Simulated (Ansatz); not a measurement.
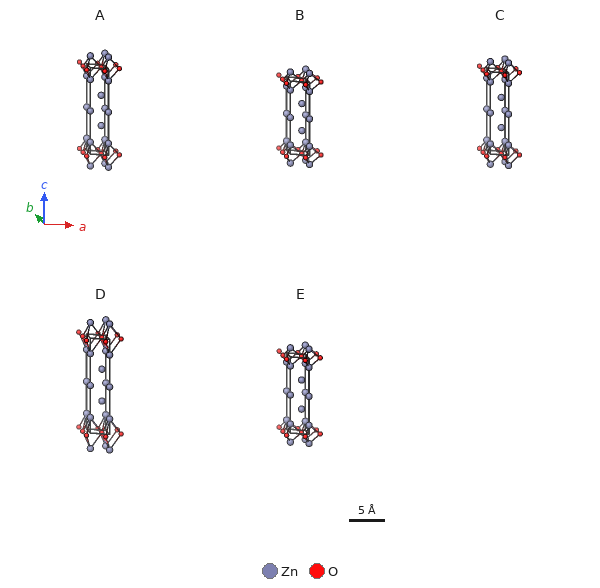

5 geometries from one relaxation of crystalline Zn5O (a generated structure, set up in P-6m2) (coarse preliminary run), in shuffled order. The picture is a ball-and-stick view of the cell of the calculation, seen slightly off an axis.

The calculation used DFT PBE, scalar-relativistic, plane waves, PAW in Ansatz 0.2.0. Set-up: plane-wave cutoff 420 eV; k-point mesh 6 × 6 × 2; occupations gaussian; smearing width 0.1 eV; collinear spin; cell and atoms relaxed; force threshold 0.04 eV/Å; at most 70 steps.

### Put them in the order of the run, from the start to the converged end.

D, A, C, E, B. They are steps 0, 2, 3, 5, 9, at +682 meV per atom, +282 meV per atom, +91.5 meV per atom, +15.4 meV per atom relative to the last. The energy falls by 682 meV per atom in 8 accepted moves (9 points after the start). Largest force component: 0.93 eV/Å at the start, 0.016 eV/Å at the end. The pressure goes from −9.84 to −0.20 GPa. At 1 point the geometry stayed and the basis and grid were re-selected for the new cell (energy shift of 1.9 meV per atom at most each time). The largest moves relative to the cell, 0.43 Å, are those of Zn atoms. O stays in place. The volume changes by −23.6 %, with a = b 2.985 → 2.977 Å (−0.3 %), c 14.226 → 10.934 Å (−23.1 %). Some distances before and after: O–Zn 2.897 → 2.191 Å. The space group stays P-6m2 (No. 187). The program noted that the starting moments weren't kept.
